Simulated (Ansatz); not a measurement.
**ZnCu(110) (Pm-3m bulk, 6 atomic planes (those closer than 0.6 Å count as one), 10 Å, ZnCu-terminated): images, spectra and barriers**

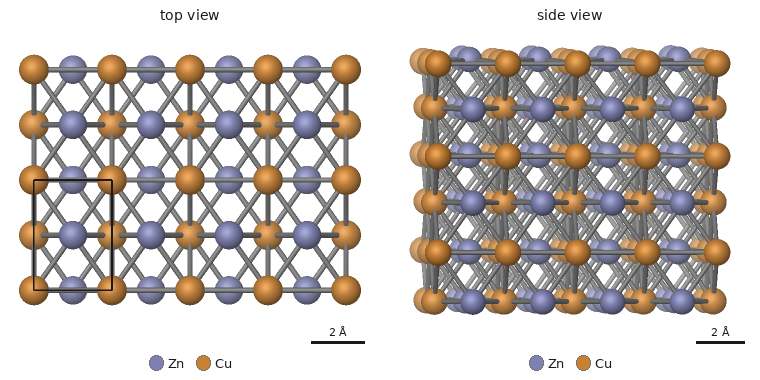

The relaxed structure from above and from the side.

Level of theory: DFT LDA, scalar-relativistic, plane waves, PAW (Ansatz 0.2.0). Cutoff 420 eV, 17 × 12 k-points, Gaussian smearing 0.1 eV, dipole correction. The slab is a cut without reconstruction beyond its cell, at the source's lattice constants, with its lower half held fixed and the rest relaxed. No spin polarisation. The run warns that the functional's potential is rough in the thin density of the vacuum, where the tip is; weak contrasts and barriers may feel it.

The STM signal is simulated in the Tersoff–Hamann approximation. Bias windows are sharp sums over the levels of the k mesh.

```
CELL_PARAMETERS angstrom
2.94500 0.00000 0.00000
0.00000 4.16486 0.00000
0.00000 0.00000 28.41215
ATOMIC_POSITIONS crystal
Zn 0.50000 0.00000 0.31677
Cu 0.00000 0.50000 0.31677
Zn 0.50000 0.50000 0.39006
Cu 0.00000 0.00000 0.39006
Zn 0.50000 0.00000 0.46335
Cu 0.00000 0.50000 0.46335
Zn 0.50000 0.50000 0.53319
Cu 0.00000 0.00000 0.53257
Zn 0.50000 0.00000 0.60202
Cu 0.00000 0.50000 0.60357
Zn 0.50000 0.50000 0.67539
Cu 0.00000 0.00000 0.66994
```

### 1. One image

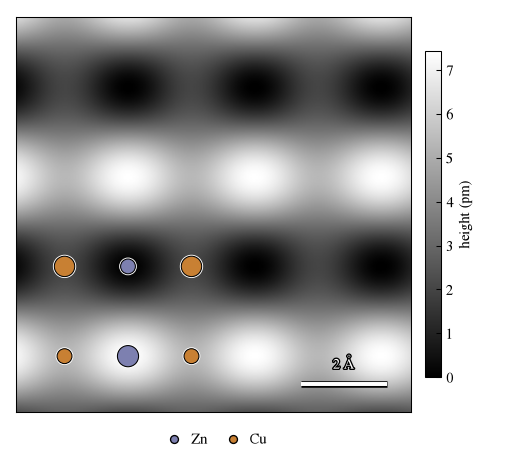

Constant-current image at a set point of 1.9 × 10⁻⁴ e/Å³ of this surface, sample bias −0.50 V. The atoms seen from above are drawn over one corner (deeper ones smaller).

Q: What lies under the maxima and minima of this image?

A: The brightest spots lie over the top Zn atoms; the darkest points are over the sites above the Zn atoms 2.1 Å below the top plane. The corrugation is 7 pm at a mean tip height of 3.0 Å. So weak a contrast (7 pm) depends on the k-mesh and on the tip.

### 2. Approach curves

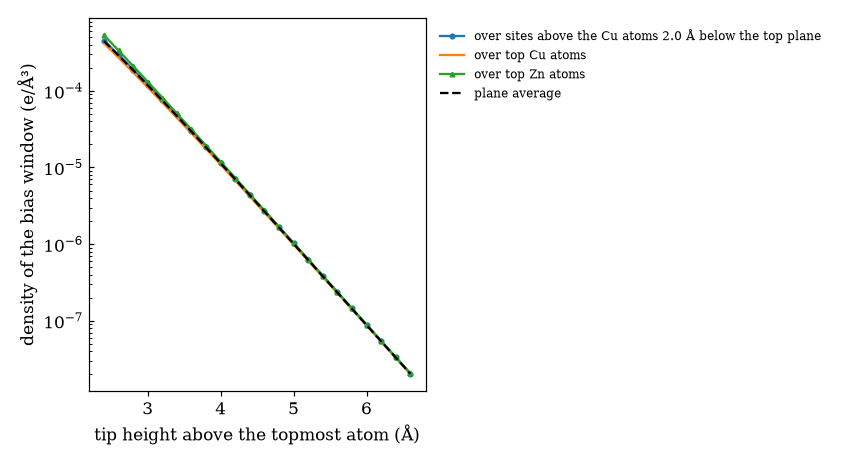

Approach curves over this surface at a sample bias of +0.25 V.

Q: Estimate the decay constant and the apparent barrier, and compare with the vacuum level, which the run puts 4.95 eV above zero bias.

A: Near 4 Å the plane average falls as exp(−2.39 z/Å), a factor of 11 per ångström, which gives an apparent barrier of 5.4 eV (0.952 eV Å² times the slope squared). The upper edge of the window lies 4.70 eV under the vacuum level. The apparent barrier is above 4.70 eV. The value exceeds even the 4.95 eV between the vacuum level and the deepest states of the window, so their depth alone doesn't explain it. States away from the zone centre decay faster, since their momentum along the surface adds to the barrier, and that may account for the rest.

### 3. States by depth

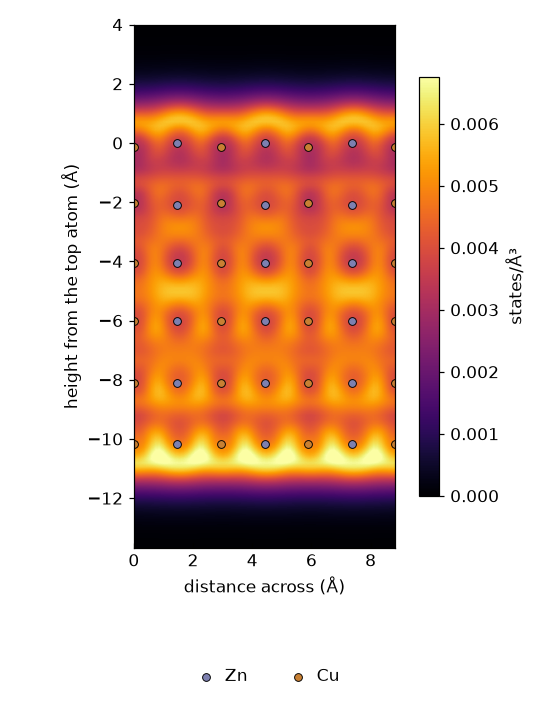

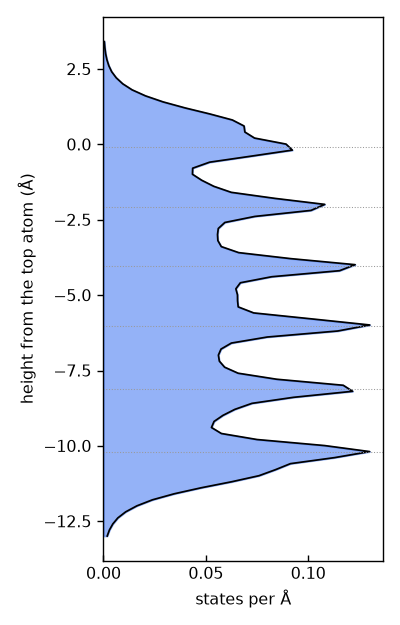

Density of all states between +0.25 and +0.50 eV (zero: the Fermi level) of this surface: side view, averaged along the second cell vector, and the full density summed over planes, the part near the nuclei included (dotted lines mark the atomic planes).

The first picture shows the smooth PAW orbitals' density alone, which lacks about 23 % of these states' charge, near the nuclei; the shares below count all of it.

Q: How is this energy window spread over the atomic planes?

A: The window holds 1 state per cell. Shares by plane (space cut midway between planes), top to bottom: ZnCu 17 %, ZnCu 14 %, ZnCu 16 %, ZnCu 17 %, ZnCu 16 %, ZnCu 21 %; the outer planes' shares include the vacuum, and density in a gap between layers is shared out between the planes on either side.
